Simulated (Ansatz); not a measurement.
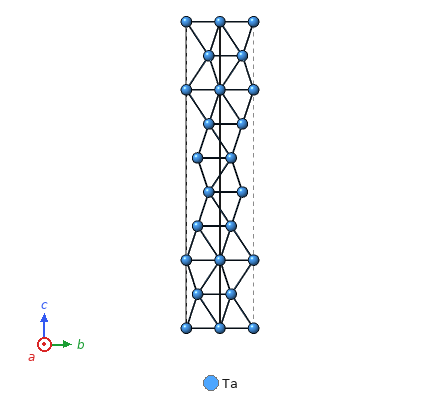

The structure, seen along [100]; the drawing may span several cells.

Given this structure, the end point of a relaxation with DFT PBE, scalar-relativistic, plane waves, PAW in Ansatz; the starting structure was generated, so it need not be a known form of this composition, written in its standard cell:

```xyz
9
Lattice="2.9123 0.0000 0.0000 -1.4561 2.5221 0.0000 0.0000 0.0000 22.9966" Properties=species:S:1:pos:R:3 pbc="T T T"
Ta    0.0000    0.0000    0.0000
Ta    0.0000    1.6814   20.4416
Ta    0.0000    0.0000   17.8861
Ta    1.4561    0.8407    7.6655
Ta    0.0000    0.0000    5.1105
Ta    1.4561    0.8407    2.5550
Ta    0.0000    1.6814   15.3311
Ta    1.4561    0.8407   12.7761
Ta    0.0000    1.6814   10.2205
```

What does the kinematic electron diffraction pattern along [100] look like at 200 kV (B = 0.8 Å²)?

The spots form an oblique net whose two shortest vectors correspond to d = 7.67 Å and 2.51 Å, 83.7° apart. They are 0 0 3 (itself too weak to see) and 0 -1 1. The pattern has symmetry 2. The lattice centring (R) removes all reflections that break −h + k + l = 3n; reflections such as 0 0 3, 0 0 6, 0 0 12 are allowed but too weak to see at this display level.

Strongest reflections with d > 0.83 Å, one of each family (|F|² from tabulated Gaussian fits of the electron scattering factors, times a small damping for the curvature of the Ewald sphere):

| hkl | d (Å) | I (strongest = 100) |
| --- | --- | --- |
| 0 0 9 | 2.555 | 100 |
| 0 1 -4 | 2.310 | 60 |
| 0 1 5 | 2.211 | 56 |
| 0 0 18 | 1.278 | 25 |
| 0 1 -13 | 1.448 | 24 |
| 0 1 14 | 1.376 | 21 |

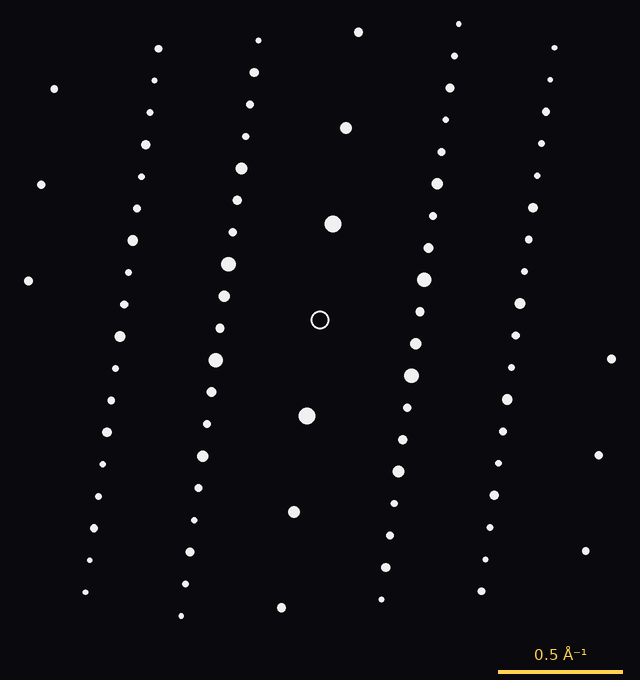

Calculated pattern, seen from the source side with [100] pointing towards the source.
